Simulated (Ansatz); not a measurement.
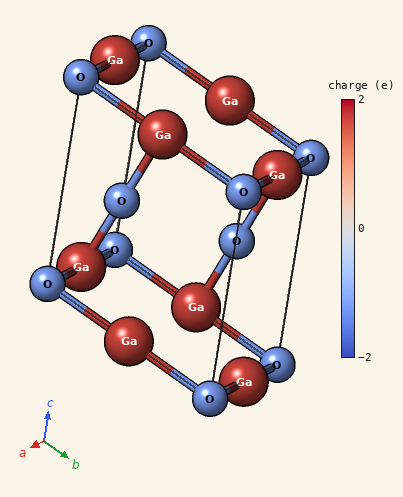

Crystal structure, ball-and-stick style, seen slightly off an axis. Atoms at the boundary of the cell (the run's own, in a reduced setting) (the box) are drawn once for each face, edge or corner they touch. The atoms of this Ga$_{2}$O$_{3}$ cell are coloured by their Bader charge.

Level of theory: Ansatz 0.2.0, DFT PBE, scalar-relativistic, plane waves, PAW. Settings were wavefunction cutoff 420 eV, k-points about 0.17 Å⁻¹ apart, Gaussian smearing of 0.1 eV, no spin polarisation.

Q: Who donates electrons here and who accepts them?

A: Most positive: Ga; most negative: O. Charges: about Ga +1.7 e; O -1.1 e.

The initial geometry was a random cell made by a generator, so it need not be a real form of the compound. Earlier steps of the study may have refined or changed the cell and positions. A calculation with Ansatz used it as input.
